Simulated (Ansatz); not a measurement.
# Ni: energy against total moment

Aim: map the free energy of Ni against its total moment. A free run comes first, then runs with N↑ − N↓ held fixed. System: Ni, the deposited crystal structure (space group Fm-3m); the cell holds 1 atom. Source: COD entry 4320501.

Program: Ansatz 0.2.0. Level of theory: DFT LDA, PAW, plane waves, scalar-relativistic. These are calculated values, not measurements.

## (1) The structure to begin with

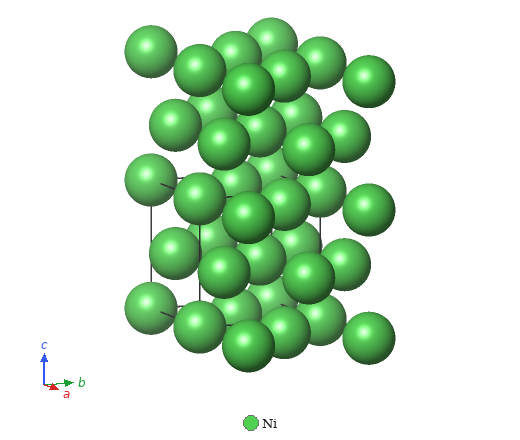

The starting structure, seen slightly off an axis (nickel green). 2×1×2 cells are drawn. Atoms on the faces are drawn again on the opposite ones. The cell drawn here is the conventional one.

Coordinates:

```xyz
1
Lattice="0.0000 1.7673 1.7673 1.7673 0.0000 1.7673 1.7673 1.7673 0.0000" Properties=species:S:1:pos:R:3 pbc="T T T"
Ni    0.0000    0.0000    0.0000
```

Labels such as Ni1 number the atoms in the order of the input file.

Each fixed run starts with its moment spread in parallel over the d and f atoms; the search for lower states is off.

Site moments are integrals over atomic spheres and don't add up to the total.

## (2) Usual moment, free total moment

Contents of input.yaml:

```yaml
crystal:
  lattice:
    - [0.0, 1.76726, 1.76726]
    - [1.76726, 0.0, 1.76726]
    - [1.76726, 1.76726, 0.0]
  atoms:
    - { symbol: Ni, position: [0.0, 0.0, 0.0], spin: 2.0 }
magnetization:
  spin_polarized: true
hamiltonian:
  xc: lda
  pseudopotentials: { kind: paw }
basis:
  ecutwfc: 420
kpoints:
  mp_grid: { grid: [15, 15, 15] }
scf:
  occupations: { method: fermi_dirac, width: 0.1 }
  lower_state_search: "off"
output:
  forces: true
  stress: true
```

What it wrote, cut to the lines that bear on the results:

```text
[...]
Pseudopotentials: kind: paw
Pseudopotential: Ni, paw, valence charge 18, recommended cutoff 420 eV (normal), Ni.paw.azcp
Functional definition: SPW92
[...]
Crystal: 1 atoms, lattice volume = 11.039 Å³
Basis set: ecut = 420 eV, 181 PW (Γ)
Bands: 14, of which v1, the nominal top of the filled ones, is band 9 counted from 1 (8 counted from 0)
Symmetry: 48 space group operations
Space group: Fm-3m (ITA 225), of the structure as read, at distance tolerance 2.2e-5 Å
Magnetic group: BNS 225.116 (UNI 1618), of the structure as read, at distance tolerance 2.2e-5 Å
k-points: 120 of 3375
[...]
Starting moments: Σ|m| = 2 μB on 1 of 1 site
[...]
SCF iter   1: F=—  HF=-5773.066486 eV  |F-HF|=—  |Δ(HF+E_count)|=         —  Δρ=1.26e-1 (↑1.26e-1 ↓1.20e-1)  dr2=8.44e-3  dr2_m=1.53e0  M=0.932 μB ∫|m|=1.023 μB  β_m=0.30  ethr=4.46e-5  ⟨swp⟩=1.0  Hψ=23006  notcnv=0
[...]
spin-set hold released at iteration 1 (the charge has settled, or the pull on large starting moments outlasts its swing): the magnetisation degrees of freedom join the quasi-Newton model from the next iteration; the mixer history was flushed
[...]
SCF iter   8: F=-5773.340854 eV  HF=-5773.340854 eV  |F-HF|=4.04e-10  |Δ(HF+E_count)|=   3.91e-8  Δρ=3.44e-6 (↑2.34e-6 ↓3.44e-6)  dr2=1.81e-10  dr2_m=6.17e-10  M=0.621 μB ∫|m|=0.685 μB  ethr=5.56e-10  ⟨swp⟩=3.1  Hψ=11991  notcnv=0
[...]
SCF converged after 8 iterations
Magnetization: 0.6212 μB (9.3106 up, 8.6894 down)
Absolute magnetization: 0.6857 μB (∫|ρ↑−ρ↓|, with the PAW one-centre terms)
Spin contamination: 0.0045 ħ² per cell (⟨S²⟩ above its minimum at these occupations)
Per-site moments (μB) at R_I (Å): [(0.649260835002048, 1.030954262348784)]
Free energy (F): -5773.340854 eV
[...]
E sigma→0 (E₀):  -5773.312731 eV
Entropy (-TS):   -0.056248 eV (-56.248 meV/atom)
Fermi energy:    17.369298 eV
[...]
--- Forces (eV/Å), atoms counted from 1 ---
  atom   1  Ni     0.00000000     0.00000000     0.00000000
[...]
--- Stress (GPa, compression-positive) ---
      -18.898822      -0.000000       0.000000
        0.000000     -18.898822       0.000000
        0.000000      -0.000000     -18.898822
  P = ⅓ Tr σ = -18.8988 GPa (-188.988 kbar)
```

Wall time 2.9 s (2 threads of an x86-64 CPU, shared host); peak memory 0.33 GiB.

Moments: Ni1 0.65 μB; total 0.62 μB per cell.

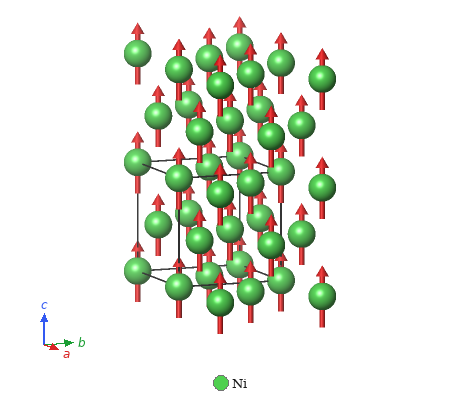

The site moments of this run as arrows (red and blue are opposite signs).

## (3) Total moment fixed at 0.0 μB

Changes to input.yaml since step 2:

```diff
@@ -6,5 +6,7 @@
   atoms:
-    - { symbol: Ni, position: [0.0, 0.0, 0.0], spin: 2.0 }
+    - { symbol: Ni, position: [0.0, 0.0, 0.0] }
 magnetization:
   spin_polarized: true
+  initial_magnetization: 0.0
+  spin_locking: { lock_magnetization: hard }
 hamiltonian:
@@ -19,2 +21,3 @@
   lower_state_search: "off"
+  max_iter: 150
 output:
```

What it wrote, cut to the lines that bear on the results:

```text
Warning: output.stress: scf.convergence.dr2_threshold = 1e-7 eV (the SCF's general default) is looser than the 1e-10 eV advised for a printed stress (1e-10 eV for each atom of the cell: 1). What an SCF threshold leaves in a stress goes as its square root, and in the free energy as the [...]
[... 8 lines as in an earlier run ...]
Bands: 13, of which v1, the nominal top of the filled ones, is band 9 counted from 1 (8 counted from 0)
[... 10 lines as in an earlier run ...]
[...]
SCF iter   1: F=—  HF=-5773.313347 eV  |F-HF|=—  |Δ(HF+E_count)|=         —  Δρ=1.06e-2 (↑1.06e-2 ↓1.06e-2)  dr2=1.36e-2  dr2_m=0.00e0  M=0.000 μB ∫|m|=0.000 μB  β_m=0.30  ethr=7.82e-5  ⟨swp⟩=1.0  Hψ=10666  notcnv=0
[...]
SCF iter   6: F=-5773.314569 eV  HF=-5773.314569 eV  |F-HF|=4.67e-9  |Δ(HF+E_count)|=   1.20e-6  Δρ=4.24e-6 (↑4.24e-6 ↓4.24e-6)  dr2=3.84e-9  dr2_m=0.00e0  M=0.000 μB ∫|m|=0.000 μB  ethr=5.56e-10  ⟨swp⟩=3.2  Hψ=5836  notcnv=0
[...]
SCF converged after 6 iterations
Stability checked in part: among states of this total moment the steps that led to this state did not find it unstable. No probe was made; neither looks for a lower state of another moment (fixed_total_moment; see scf.lower_state_search)
Magnetization: 0.0000 μB (9.0000 up, 9.0000 down)
Absolute magnetization: 0.0000 μB (∫|ρ↑−ρ↓|)
Spin contamination: 0.0000 ħ² per cell (⟨S²⟩ above its minimum at these occupations)
Per-site moments (μB) at R_I (Å): [(0.0, 1.030954262348784)]
Free energy (F): -5773.314569 eV
[...]
E sigma→0 (E₀):  -5773.270888 eV
Entropy (-TS):   -0.087363 eV (-87.363 meV/atom)
Fermi energy:    17.239921 (↑ 17.239921, ↓ 17.239921) eV
[...]
--- Forces (eV/Å), atoms counted from 1 ---
  atom   1  Ni     0.00000000     0.00000000     0.00000000
[...]
--- Stress (GPa, compression-positive) ---
      -19.813914       0.000000       0.000000
       -0.000000     -19.813914      -0.000000
        0.000000       0.000000     -19.813914
  P = ⅓ Tr σ = -19.8139 GPa (-198.139 kbar)
```

It took 1.6 s on 2 threads of an x86-64 CPU, shared host; peak memory 0.33 GiB.

Moments: Ni1 0.00 μB; total 0.00 μB per cell; the free energy is 26 meV per cell above that of step 2.

## (4) Total moment fixed at 0.47 μB

Changes to input.yaml since step 3:

```diff
@@ -6,6 +6,6 @@
   atoms:
-    - { symbol: Ni, position: [0.0, 0.0, 0.0] }
+    - { symbol: Ni, position: [0.0, 0.0, 0.0], spin: 0.47 }
 magnetization:
   spin_polarized: true
-  initial_magnetization: 0.0
+  initial_magnetization: 0.47
   spin_locking: { lock_magnetization: hard }
```

What it wrote, cut to the lines that bear on the results:

```text
[... 19 lines as in an earlier run ...]
Starting moments: Σ|m| = 0.47 μB on 1 of 1 site
[... 2 lines as in an earlier run ...]
[...]
SCF iter   1: F=—  HF=-5773.325413 eV  |F-HF|=—  |Δ(HF+E_count)|=         —  Δρ=1.95e-2 (↑1.95e-2 ↓1.45e-2)  dr2=1.19e-2  dr2_m=2.02e-2  M=0.470 μB ∫|m|=0.488 μB  β_m=0.30  ethr=6.88e-5  ⟨swp⟩=1.0  Hψ=23017  notcnv=0
[...]
SCF iter   7: F=-5773.334509 eV  HF=-5773.334509 eV  |F-HF|=1.47e-9  |Δ(HF+E_count)|=   1.25e-6  Δρ=4.23e-6 (↑2.68e-6 ↓4.23e-6)  dr2=2.71e-9  dr2_m=1.87e-10  M=0.470 μB ∫|m|=0.528 μB  ethr=5.56e-10  ⟨swp⟩=3.3  Hψ=12626  notcnv=0
[...]
SCF converged after 7 iterations
[... 1 line as in an earlier run ...]
Magnetization: 0.4700 μB (9.2350 up, 8.7650 down)
Absolute magnetization: 0.5286 μB (∫|ρ↑−ρ↓|, with the PAW one-centre terms)
Spin contamination: 0.0031 ħ² per cell (⟨S²⟩ above its minimum at these occupations)
Per-site moments (μB) at R_I (Å): [(0.4950749108243155, 1.030954262348784)]
Free energy (F): -5773.334509 eV
[...]
E sigma→0 (E₀):  -5773.300407 eV
Entropy (-TS):   -0.068204 eV (-68.204 meV/atom)
Fermi energy:    17.288272 (↑ 17.225263, ↓ 17.351281) eV
[... 16 lines left out: energy terms ...]
--- Forces (eV/Å), atoms counted from 1 ---
  atom   1  Ni    -0.00000000     0.00000000    -0.00000000
[...]
--- Stress (GPa, compression-positive) ---
      -19.344671       0.000000       0.000000
       -0.000000     -19.344671       0.000000
        0.000000       0.000000     -19.344671
  P = ⅓ Tr σ = -19.3447 GPa (-193.447 kbar)
```

Wall time 2.5 s (2 threads of an x86-64 CPU, shared host); peak memory 0.33 GiB.

Moments: Ni1 0.50 μB; total 0.47 μB per cell; the free energy is 6 meV per cell above that of step 2.

## (5) Total moment fixed at 0.94 μB

Changes to input.yaml since step 4:

```diff
@@ -6,6 +6,6 @@
   atoms:
-    - { symbol: Ni, position: [0.0, 0.0, 0.0], spin: 0.47 }
+    - { symbol: Ni, position: [0.0, 0.0, 0.0], spin: 0.94 }
 magnetization:
   spin_polarized: true
-  initial_magnetization: 0.47
+  initial_magnetization: 0.94
   spin_locking: { lock_magnetization: hard }
```

What it wrote, cut to the lines that bear on the results:

```text
[... 19 lines as in an earlier run ...]
Starting moments: Σ|m| = 0.94 μB on 1 of 1 site
[... 2 lines as in an earlier run ...]
[...]
SCF iter   1: F=—  HF=-5773.257647 eV  |F-HF|=—  |Δ(HF+E_count)|=         —  Δρ=2.52e-2 (↑1.79e-2 ↓2.52e-2)  dr2=5.47e-3  dr2_m=4.14e-2  M=0.940 μB ∫|m|=0.940 μB  β_m=0.30  ethr=2.91e-5  ⟨swp⟩=1.0  Hψ=23019  notcnv=0
[...]
SCF iter   7: F=-5773.272910 eV  HF=-5773.272910 eV  |F-HF|=7.12e-10  |Δ(HF+E_count)|=   2.30e-6  Δρ=4.38e-6 (↑4.38e-6 ↓1.18e-6)  dr2=1.93e-9  dr2_m=3.10e-10  M=0.940 μB ∫|m|=0.961 μB  ethr=5.56e-10  ⟨swp⟩=3.7  Hψ=13135  notcnv=0
[...]
SCF converged after 7 iterations
[... 1 line as in an earlier run ...]
Magnetization: 0.9400 μB (9.4700 up, 8.5300 down)
Absolute magnetization: 0.9616 μB (∫|ρ↑−ρ↓|, with the PAW one-centre terms)
Spin contamination: 0.0052 ħ² per cell (⟨S²⟩ above its minimum at these occupations)
Per-site moments (μB) at R_I (Å): [(0.9491423234874223, 1.030954262348784)]
Free energy (F): -5773.272910 eV
[...]
E sigma→0 (E₀):  -5773.248254 eV
Entropy (-TS):   -0.049312 eV (-49.312 meV/atom)
Fermi energy:    17.755001 (↑ 18.202598, ↓ 17.307403) eV
[... 16 lines left out: energy terms ...]
--- Forces (eV/Å), atoms counted from 1 ---
  atom   1  Ni    -0.00000000     0.00000000     0.00000000
[...]
--- Stress (GPa, compression-positive) ---
      -16.387736      -0.000000      -0.000000
       -0.000000     -16.387736       0.000000
       -0.000000       0.000000     -16.387736
  P = ⅓ Tr σ = -16.3877 GPa (-163.877 kbar)
```

Wall time 1.9 s (2 threads of an x86-64 CPU, shared host); peak memory 0.33 GiB.

Site moments Ni1 0.95 μB, total 0.94 μB; the free energy is 68 meV per cell above that of step 2.

## (6) Total moment fixed at 1.41 μB

Changes to input.yaml since step 5:

```diff
@@ -6,6 +6,6 @@
   atoms:
-    - { symbol: Ni, position: [0.0, 0.0, 0.0], spin: 0.94 }
+    - { symbol: Ni, position: [0.0, 0.0, 0.0], spin: 1.41 }
 magnetization:
   spin_polarized: true
-  initial_magnetization: 0.94
+  initial_magnetization: 1.41
   spin_locking: { lock_magnetization: hard }
```

What it wrote, cut to the lines that bear on the results:

```text
[... 19 lines as in an earlier run ...]
Starting moments: Σ|m| = 1.41 μB on 1 of 1 site
[... 2 lines as in an earlier run ...]
[...]
SCF iter   1: F=—  HF=-5772.873701 eV  |F-HF|=—  |Δ(HF+E_count)|=         —  Δρ=3.58e-2 (↑9.57e-3 ↓3.58e-2)  dr2=1.12e-1  dr2_m=2.43e-2  M=1.410 μB ∫|m|=1.410 μB  β_m=0.30  ethr=6.13e-4  ⟨swp⟩=1.0  Hψ=23003  notcnv=0
[...]
SCF iter   8: F=-5772.859323 eV  HF=-5772.859323 eV  |F-HF|=1.03e-9  |Δ(HF+E_count)|=   2.41e-8  Δρ=3.74e-6 (↑6.28e-7 ↓3.74e-6)  dr2=1.32e-9  dr2_m=2.84e-10  M=1.410 μB ∫|m|=1.410 μB  ethr=5.56e-10  ⟨swp⟩=3.4  Hψ=9205  notcnv=0
[...]
SCF converged after 8 iterations
[... 1 line as in an earlier run ...]
Magnetization: 1.4100 μB (9.7050 up, 8.2950 down)
Absolute magnetization: 1.4100 μB (∫|ρ↑−ρ↓|, with the PAW one-centre terms)
Spin contamination: 0.0038 ħ² per cell (⟨S²⟩ above its minimum at these occupations)
Per-site moments (μB) at R_I (Å): [(1.3444324516109625, 1.030954262348784)]
Free energy (F): -5772.859323 eV
[...]
E sigma→0 (E₀):  -5772.835642 eV
Entropy (-TS):   -0.047361 eV (-47.361 meV/atom)
Fermi energy:    18.393377 (↑ 19.745118, ↓ 17.041636) eV
[... 16 lines left out: energy terms ...]
--- Forces (eV/Å), atoms counted from 1 ---
  atom   1  Ni    -0.00000000     0.00000000     0.00000000
[...]
--- Stress (GPa, compression-positive) ---
       -9.300259       0.000000       0.000000
        0.000000      -9.300259       0.000000
       -0.000000       0.000000      -9.300259
  P = ⅓ Tr σ = -9.3003 GPa (-93.003 kbar)
```

Wall time 1.9 s (2 threads of an x86-64 CPU, shared host); peak memory 0.3 GiB.

Site moments Ni1 1.34 μB, total 1.41 μB; the free energy is 482 meV per cell above that of step 2.

## (7) Total moment fixed at 1.88 μB

Changes to input.yaml since step 6:

```diff
@@ -6,6 +6,6 @@
   atoms:
-    - { symbol: Ni, position: [0.0, 0.0, 0.0], spin: 1.41 }
+    - { symbol: Ni, position: [0.0, 0.0, 0.0], spin: 1.88 }
 magnetization:
   spin_polarized: true
-  initial_magnetization: 1.41
+  initial_magnetization: 1.88
   spin_locking: { lock_magnetization: hard }
```

What it wrote, cut to the lines that bear on the results:

```text
[... 19 lines as in an earlier run ...]
Starting moments: Σ|m| = 1.88 μB on 1 of 1 site
[... 2 lines as in an earlier run ...]
[...]
SCF iter   1: F=—  HF=-5772.053024 eV  |F-HF|=—  |Δ(HF+E_count)|=         —  Δρ=4.55e-2 (↑4.09e-2 ↓4.55e-2)  dr2=4.89e-1  dr2_m=7.90e-3  M=1.880 μB ∫|m|=1.880 μB  β_m=0.30  ethr=2.69e-3  ⟨swp⟩=1.0  Hψ=23010  notcnv=0
[...]
SCF iter   7: F=-5771.957728 eV  HF=-5771.957728 eV  |F-HF|=1.00e-9  |Δ(HF+E_count)|=   1.19e-8  Δρ=3.14e-6 (↑3.14e-6 ↓1.22e-6)  dr2=1.45e-9  dr2_m=1.24e-10  M=1.880 μB ∫|m|=1.880 μB  ethr=5.56e-10  ⟨swp⟩=3.8  Hψ=9766  notcnv=0
[...]
SCF converged after 7 iterations
[... 1 line as in an earlier run ...]
Magnetization: 1.8800 μB (9.9400 up, 8.0600 down)
Absolute magnetization: 1.8800 μB (∫|ρ↑−ρ↓|, with the PAW one-centre terms)
Spin contamination: 0.0026 ħ² per cell (⟨S²⟩ above its minimum at these occupations)
Per-site moments (μB) at R_I (Å): [(1.7096432140441356, 1.030954262348784)]
Free energy (F): -5771.957728 eV
[...]
E sigma→0 (E₀):  -5771.935556 eV
Entropy (-TS):   -0.044344 eV (-44.344 meV/atom)
Fermi energy:    19.323888 (↑ 21.976430, ↓ 16.671345) eV
[... 16 lines left out: energy terms ...]
--- Forces (eV/Å), atoms counted from 1 ---
  atom   1  Ni    -0.00000000     0.00000000     0.00000000
[...]
--- Stress (GPa, compression-positive) ---
        2.379679       0.000000       0.000000
        0.000000       2.379679       0.000000
        0.000000      -0.000000       2.379679
  P = ⅓ Tr σ = 2.3797 GPa (23.797 kbar)
```

It took 2.2 s on 2 threads of an x86-64 CPU, shared host; peak memory 0.33 GiB.

Moments: Ni1 1.71 μB; total 1.88 μB per cell; the free energy is 1383 meV per cell above that of step 2.

[end of part 1 of 2]
